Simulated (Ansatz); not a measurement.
Band edges of NaH (Fm-3m).

The calculation's input:

```yaml
crystal:
  lattice:
    - [0.0, 2.44, 2.44]
    - [2.44, 0.0, 2.44]
    - [2.44, 2.44, 0.0]
  atoms:
    - { symbol: Na, position: [0.0, 0.0, 0.0] }
    - { symbol: H, position: [0.5, 0.5, 0.5] }
basis:
  ecutwfc: 420
kpoints:
  mp_grid: { grid: [14, 14, 14] }
hamiltonian:
  xc: pbe
scf:
  occupations: { method: gaussian, width: 0.05 }
output:
  forces: true
  eigenvalues: true
  eigenstates:
    nscf_kmesh: { grid: [34, 34, 34] }
    top_band: c6
    de_dk: true
    localisation: true
  stress: true
checkpoint:
  write: ck
  compress: false
  write_wavefunctions: false
  write_every: 100000
```

Run with:

```sh
ansatz run input.yaml --threads 1 --pin off --max-ram 3072MiB --backend cpu --events-out ev --progress --plain --runs-dir out
```

These are results of DFT PBE, scalar-relativistic, plane waves, PAW; levels and slopes on a dense k mesh at the converged density in Ansatz, not measurements. No spin polarisation. Mesh 34×34×34, interpolated with the band slopes. The geometry was not relaxed.

Masses come from a second pass at points close to the extrema; at the energies drawn a band may no longer be parabolic.

The gap is indirect, 3.71 eV at this level of theory (semilocal functionals give gaps that are too small, and can reorder valleys that lie close).

Valence band: six equivalent maxima at W, principal masses 1.15, 1.15 and 3.62 mₑ. Band 5 forms the valence edge. The surfaces also take in X, where this band lies 0.17 eV below its edge.
Conduction band: four equivalent minima at L, principal masses 0.23, 0.99 and 0.99 mₑ; three equivalent minima at X, 0.86 eV above the edge, principal masses 0.36, 1.16 and 1.16 mₑ. Band 6 forms the conduction edge.

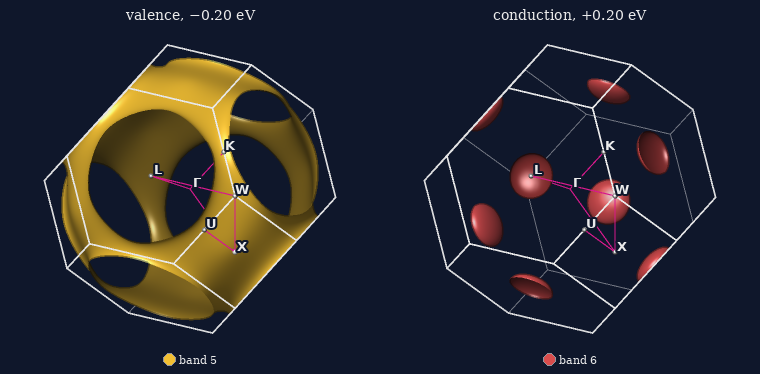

Constant-energy surfaces near the two band edges, measured from each edge.

The run (self-consistency and the dense mesh) took 10 s on 1 thread of Arm Neoverse V2, with other jobs on the host, peak memory 0.41 GiB.
